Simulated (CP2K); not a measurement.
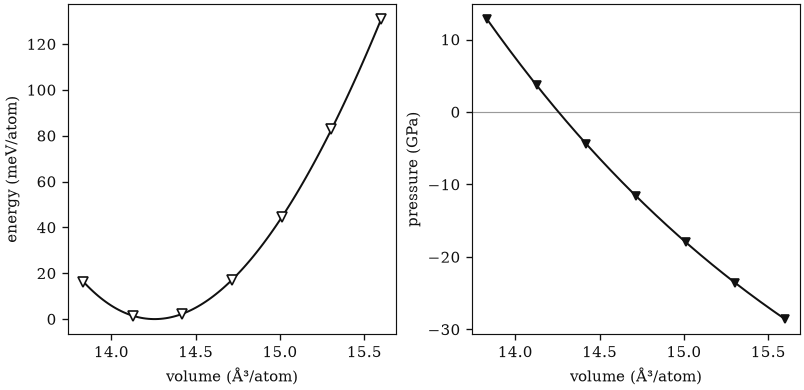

Plotted: energy and pressure against volume for Os, space group Fm-3m (No. 225).

The given structure:
```
Os
1.0
     2.75065    0.00000    0.00000
     1.37532    2.38213    0.00000
     1.37532    0.79404    2.24589
Os
1
Cartesian
  0.0000 0.0000 0.0000
```

Calculation (CP2K 2026.2): DFT in Gaussian orbitals with a plane-wave density, no spin polarisation; energies at scaled volumes of the given cell, shape and fractions fixed, counted from the fit's minimum, third-order Birch-Murnaghan fit. Level: PBE.

k mesh 12×12×12; occupations Fermi–Dirac; smearing width 0.05 eV; potentials GTH PBE with UZH TZVP basis; density cutoff 6123 eV; program settings ngrids 5, basis sets Os TZVP-MOLOPT-PBE-GTH-q16, cutoff ry 450 Ry, rel cutoff ry 60 Ry.

**How stiff is the solid, and where is its volume at rest?**

A third-order Birch–Murnaghan fit gives V0 = 14.26 Å³/atom, B0 = 395 GPa and B′ = 4.8.

**Read off the course of the pressure.**

It falls from 12.77 GPa at volume 13.83 Å³/atom to −28.57 GPa at 15.60 Å³/atom, and changes sign near 14.26 Å³/atom.

The computed values:

```csv
volume (Å³/atom),energy (meV/atom),pressure (GPa)
13.83,16,12.77
14.13,1,3.66
14.42,2,-4.43
14.72,17,-11.60
15.01,44,-17.96
15.30,83,-23.59
15.60,131,-28.57
```
